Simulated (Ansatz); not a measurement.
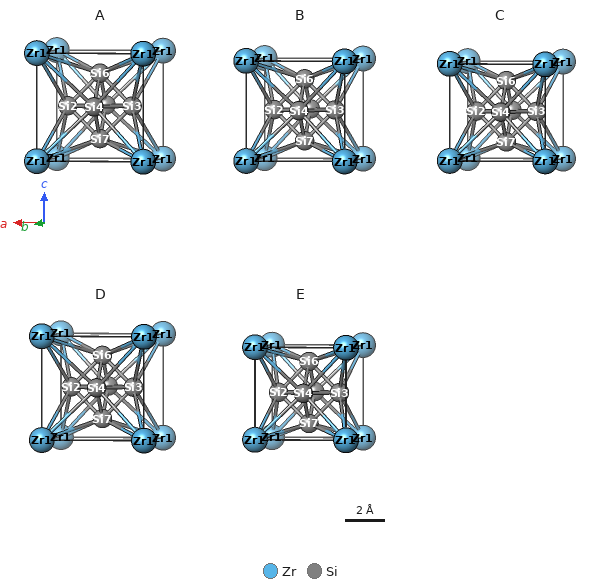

5 geometries from one relaxation of crystalline ZrSi6 (a generated structure, set up in Pm-3m) (coarse preliminary run), in shuffled order. A ball-and-stick model of the cell of the calculation, seen from a free direction.

Computed with Ansatz, DFT PBE, scalar-relativistic, plane waves, PAW. (plane-wave cutoff 420 eV; k-point mesh 4 × 4 × 4; occupations gaussian; smearing width 0.1 eV; no spin polarisation; cell and atoms relaxed; force threshold 0.04 eV/Å; at most 70 steps)

Q: Order the frames from highest to lowest energy.

A: E, C, B, D, A. They are steps 0, 1, 2, 3, 9, at +2525 meV per atom, +630 meV per atom, +274 meV per atom, +70.9 meV per atom relative to the last. The largest moves relative to the cell, 0.18 Å, are those of Si atoms. Zr stays in place. The drawn cell changes as follows: a = b = c 4.847 → 5.659 Å (+16.8 %); the volume changes by +59.2 %. Among the contacts that change: Si–Zr 3.520 → 4.155 Å, Si–Si 1.601 → 2.234 Å, Si–Si 2.295 → 2.422 Å. The space group stays Pm-3m (No. 221). Over 7 accepted moves (9 points after the start) the energy falls by 2525 meV per atom. The largest force component goes from 25 to 0.00094 eV/Å. Pressure: 77.51 GPa at the start and 0.02 GPa at the end. At 2 points the geometry stayed and the basis and grid were re-selected for the new cell (energy shift of 12.8 meV per atom at most each time).
